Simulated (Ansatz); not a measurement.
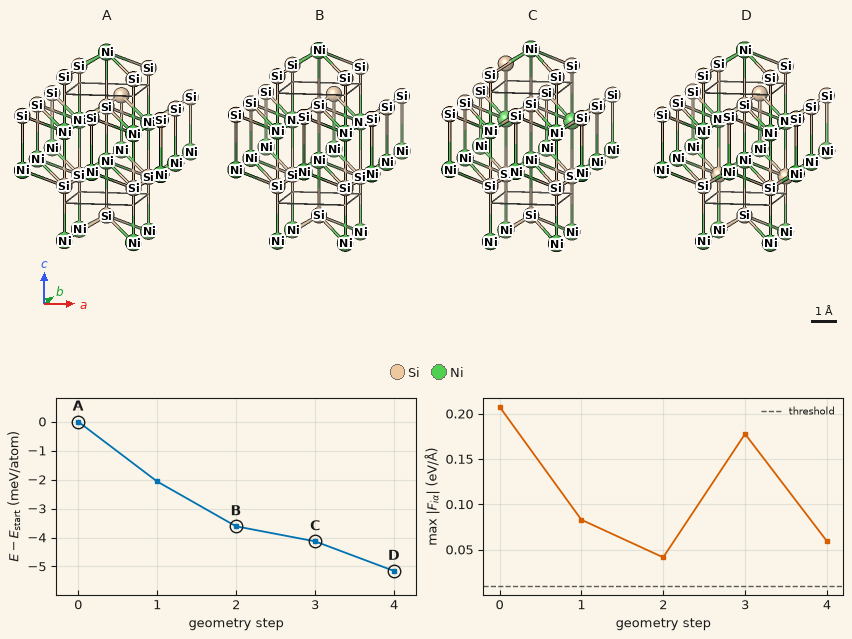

Frames of a relaxation of solid SiNi (set up in Pmmn), marked on the history of the run. A ball-and-stick model of the cell of the calculation, seen slightly off an axis.

Case: volume × 0.94, shape and atoms relaxed.

All numbers below come from DFT r2SCAN, scalar-relativistic, plane waves, PAW in Ansatz 0.2.0. Settings: plane-wave cutoff 500 eV; k-point mesh 14 × 12 × 10; occupations gaussian; smearing width 0.1 eV; no spin polarisation; cell relaxed at fixed volume; force threshold 0.01 eV/Å; at most 30 steps.

Question: What happens along the run?

Answer: The run was cut off at its time limit before the relaxation converged, so the last structure is only a point on the way. Over 4 geometry steps the energy falls by 5.2 meV per atom. Largest force component: 0.21 eV/Å at the start, 0.059 eV/Å at the end. The pressure goes from 14.32 to 12.12 GPa. The largest moves relative to the cell, 0.012 Å, are those of Ni atoms. Largest moves by element: Ni 0.012 Å, Si 0.008 Å. The drawn cell changes at constant volume: a 2.925 → 2.831 Å (−3.2 %), b 3.184 → 3.251 Å (+2.1 %), c 4.572 → 4.629 Å (+1.2 %). Near-neighbour distances that change, for instance: Ni–Si 2.284 → 2.316 Å, Ni–Si 2.325 → 2.330 Å. Among the angles between lasting bonds that change: Si–Ni–Si 78.0° → 74.8°, Ni–Si–Ni 78.0° → 74.8°, Ni–Si–Ni 86.5° → 88.5°. The space group stays Pmmn (No. 59). From step 0 to 2: energy −3.6 meV per atom. From step 2 to 3: energy −0.5 meV per atom. From step 3 to 4: energy −1.0 meV per atom.
